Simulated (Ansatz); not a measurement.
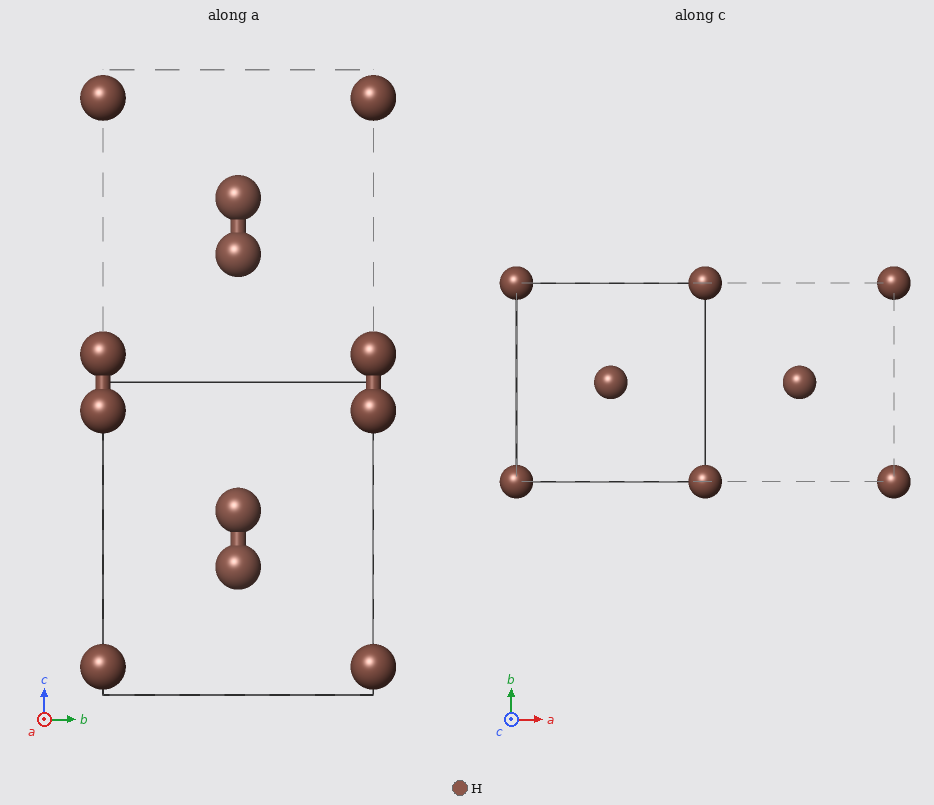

A ball-and-stick rendering, viewed along the a axis and along the c axis. A 2×1×2 array of cells is drawn; the conventional unit cell has the solid edges.

H, space group Immm (No. 71), a = 3.38 Å, b = 3.56 Å, c = 4.12 Å, α = 90.00°, β = 90.00°, γ = 90.00°.

The calculation used Ansatz, DFT LDA, scalar-relativistic, plane waves, PAW, with 420 eV cutoff, k-points about 0.26 Å⁻¹ apart, Gaussian smearing of 0.05 eV, no spin polarisation.

Q: What is the band gap, if any?

A: An insulator at this level, with a gap of 8.27 eV on the k-mesh (the true edges may lie between mesh points, so the gap can be somewhat smaller).

Q: Under what pressure is the structure?

A: The computed pressure is 0.9 GPa (compressed: it would expand). The stress isn't hydrostatic: its largest component is 4.0 GPa.

The initial geometry was a structure listed in the Materials Project. The cell was then strained or its atoms displaced on purpose. A calculation with Ansatz used it as input.

At this level of theory the cell isn't at rest (forces up to 1.0 eV/Å), so its distances can differ from those at equilibrium, the more so the softer the solid.
